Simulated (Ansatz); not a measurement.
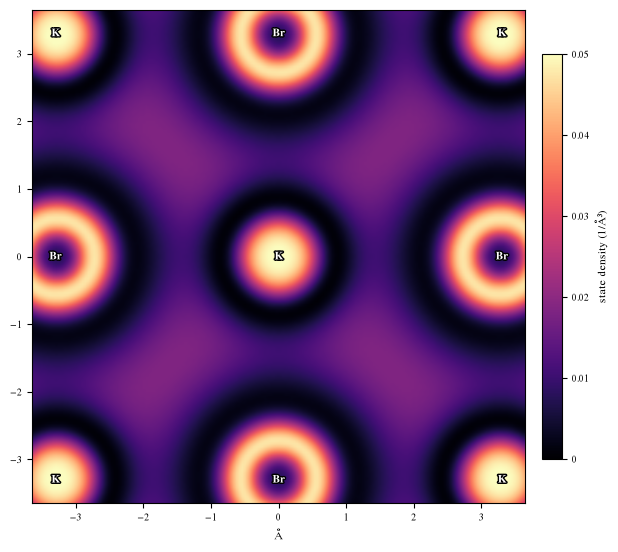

Figure. KBr. Density of the Kohn–Sham states from +4.4 to +5.0 eV about the valence-band maximum (the bottom of the conduction band), scaled to one electron a cell: a map on the (100) plane of the conventional cell.

Space group Fm-3m.

Computed with DFT PBE, scalar-relativistic, plane waves, PAW in Ansatz.

Core electrons are frozen (PAW), so the fields are smoothed inside the atomic spheres.

Input

```
crystal:
  lattice:
    - [0.0, 3.3, 3.3]
    - [3.3, 0.0, 3.3]
    - [3.3, 3.3, 0.0]
  atoms:
    - { symbol: K, position: [0.0, 0.0, 0.0] }
    - { symbol: Br, position: [0.5, 0.5, 0.5] }
basis:
  ecutwfc: 420
  fft_grid_basis: typed
kpoints:
  mp_grid: { grid: [8, 8, 8] }
hamiltonian:
  xc: pbe
scf:
  occupations: { method: gaussian, width: 0.05 }
  n_extra_bands: 6
output:
  forces: true
  stress: false
  eigenvalues: true
  bader: false
  write_density: false
  volumetric_format: npy
  band_densities:
    - { e_range: [-2.82, -2.21] }
    - { e_range: [2.21, 2.82] }
    - { e_range: [-3.43, -2.19] }
    - { e_range: [-13.59, -13.19] }
    - { e_range: [-14.72, -14.38] }
  dos:
    e_range: [-30, 8]
    de: 0.02
    method: { smearing: { sigma: 0.03, scheme: gaussian } }
    projected: { site_lists: { Br: [Br], K: [K] } }
checkpoint:
  read: start.run
  write: ck
  compress: false
  write_wavefunctions: false
  write_every: 100000
```

Command:

```sh
ansatz run input.yaml --threads 2 --pin off --max-ram 5120MiB --backend cpu --events-out ev --progress --plain --runs-dir out
```

The picture shows the conventional cell (a = 6.60 Å, b = 6.60 Å, c = 6.60 Å, α = 90.00°, β = 90.00°, γ = 90.00°).

> Which atoms and orbitals make up these states?

Löwdin projections on the PAW files' atomic orbitals give K 4s (75 %) and Br 4s (20 %). In space (atomic cells sized by Bader volumes) the density divides as Br about 75 % and K about 25 %. The two measures disagree here: the projection uses a minimal set of atomic orbitals, while the spatial cells share out diffuse density by volume.

The run took 0.86 s on 2 threads of Intel(R) Xeon(R) Platinum 8375C CPU @ 2.90GHz (Ice Lake), on a shared host, peak memory 0.39 GiB.
